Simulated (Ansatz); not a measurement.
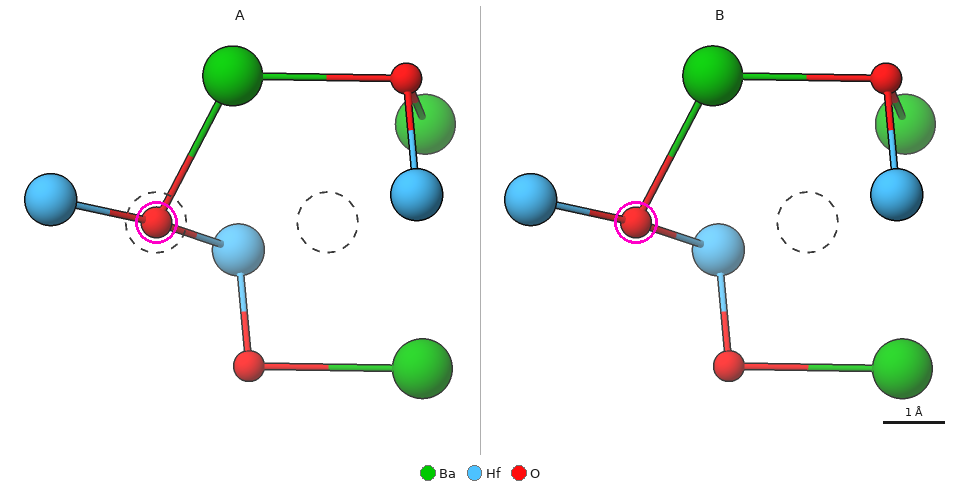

A vacancy jump of oxygen in BaHfO$_{3}$ (Pm-3m phase), in a cell of charge +2 (on a uniform background) with 19 atoms, whose images lie 7.3 Å apart. One frame is the relaxed vacancy; in the other the neighbouring O atom (ringed) was set half-way along its jump of 2.97 Å and all atoms were relaxed in the symmetry of that start. Dashed circles mark empty sites. The picture is a ball-and-stick view of the slice 3.8 Å thick through the jump, out to 3.9 Å from its middle, seen across the jump.

Computed with DFT PBE, scalar-relativistic, plane waves, PAW (Ansatz). Settings: plane-wave cutoff 420 eV; k-point mesh 4 × 4 × 4; occupations gaussian; smearing width 0.05 eV; no spin polarisation; atoms relaxed in a fixed cell; force threshold 0.02 eV/Å.

**Which frame is the half-way one, and how far apart are the two in energy?**

Frame A is the half-way start after relaxation. It lies 0.00 eV above the relaxed vacancy. The atom slides 0.44 of the jump length along the path, so the half-way point isn't stationary and this energy isn't the barrier. There it has 2 Hf as nearest neighbours, the closest at 2.08 Å. The gap on the mesh is 2.28 eV with the relaxed vacancy and 2.28 eV half-way.

Limits of the set-up: the periodic images lie only 7.3 Å apart, so the values are limited by the cell's size; the cell is charged, on a uniform background, and energies carry no finite-size correction.
